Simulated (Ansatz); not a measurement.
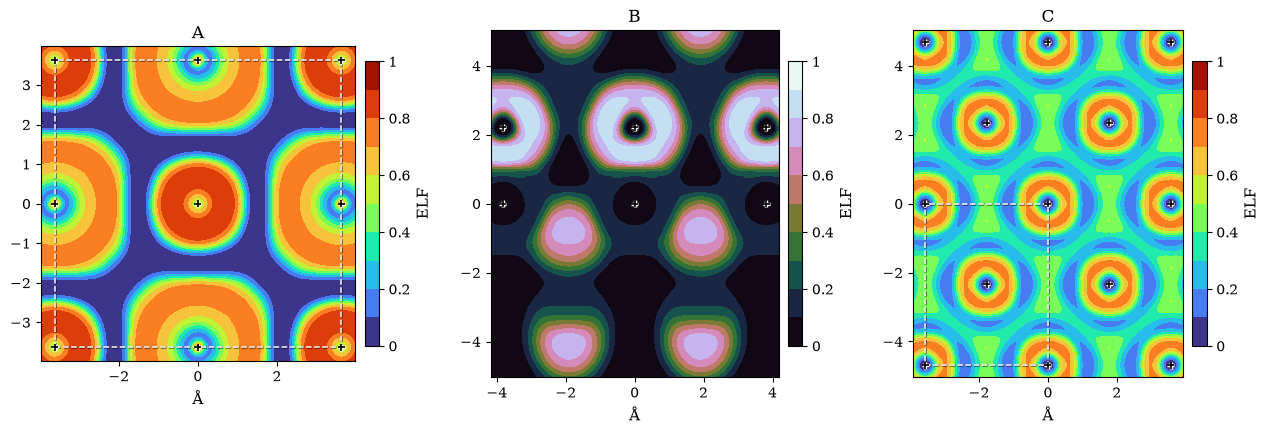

The electron localisation function of 3 systems, each on a plane through atoms (crosses mark nuclei in the plane).

The calculation used DFT PBE, scalar-relativistic, plane waves, PAW in Ansatz 0.2.0.

System 1: Ta, the (011) plane of the conventional cell. Space group I4/mmm; changed on purpose from its base cell (strain +0.080 along x and y, -0.080 along z, atoms carried along); computed pressure about −8 GPa in this cell; computed without spin polarisation.

```xyz
2
Lattice="3.5668 0.0000 0.0000 0.0000 3.5668 0.0000 0.0000 0.0000 3.0384" Properties=species:S:1:pos:R:3 pbc="T T T"
Ta    0.0000    0.0000    0.0000
Ta    1.7834    1.7834    1.5192
```

System 2: ZnS, the (100) plane of the conventional cell. Space group R3m; changed on purpose from its base cell (all Zn atoms moved +0.125 Å, as atom 1 towards its neighbour atom 2 (S) at 2.342 A); not relaxed (largest force 1.0 eV/Å).

```cif
data_structure
_symmetry_space_group_name_H-M 'P 1'
_symmetry_Int_Tables_number 1
_cell_length_a 3.8250
_cell_length_b 3.8250
_cell_length_c 9.3692
_cell_angle_alpha 90.000
_cell_angle_beta 90.000
_cell_angle_gamma 120.000
_cell_volume 118.71
loop_
_atom_site_label
_atom_site_type_symbol
_atom_site_fract_x
_atom_site_fract_y
_atom_site_fract_z
_atom_site_occupancy
Zn1 Zn 0.33333 0.66667 0.68001 1
Zn2 Zn 0.66667 0.33333 0.34667 1
Zn3 Zn 0.00000 0.00000 0.01334 1
S1 S 0.33333 0.66667 0.91667 1
S2 S 0.66667 0.33333 0.58333 1
S3 S 0.00000 0.00000 0.25000 1
```

System 3: KI, the (010) plane of the conventional cell. Space group Fm-3m; changed on purpose from its base cell (volume × 1.03).

```cif
data_structure
_symmetry_space_group_name_H-M 'P 1'
_symmetry_Int_Tables_number 1
_cell_length_a 7.2474
_cell_length_b 7.2474
_cell_length_c 7.2474
_cell_angle_alpha 90.000
_cell_angle_beta 90.000
_cell_angle_gamma 90.000
_cell_volume 380.67
loop_
_atom_site_label
_atom_site_type_symbol
_atom_site_fract_x
_atom_site_fract_y
_atom_site_fract_z
_atom_site_occupancy
K1 K 0.00000 0.00000 0.00000 1
K2 K 0.50000 0.50000 0.00000 1
K3 K 0.50000 0.00000 0.50000 1
K4 K 0.00000 0.50000 0.50000 1
I1 I 0.50000 0.00000 0.00000 1
I2 I 0.00000 0.50000 0.00000 1
I3 I 0.00000 0.00000 0.50000 1
I4 I 0.50000 0.50000 0.50000 1
```

Q: Which map belongs to which system?

A: Panel A is system 3, KI: the plane holds K and I. K–I (3.62 Å): the ELF peaks at about 0.80 in the valence shell of I, 1.4 Å from its nucleus, and drops to about 0.05 between the two atoms; an ionic contact with no shared pair. Panel B is system 2, ZnS: the plane holds Zn and S. Zn–S (2.22 Å): the ELF peaks at about 0.90 in the valence shell of S, 0.8 Å from its nucleus, and is about 0.60 at the midpoint. Panel C is system 1, Ta: the plane holds Ta. Ta–Ta (2.94 Å): the ELF is about 0.30 at the midpoint.
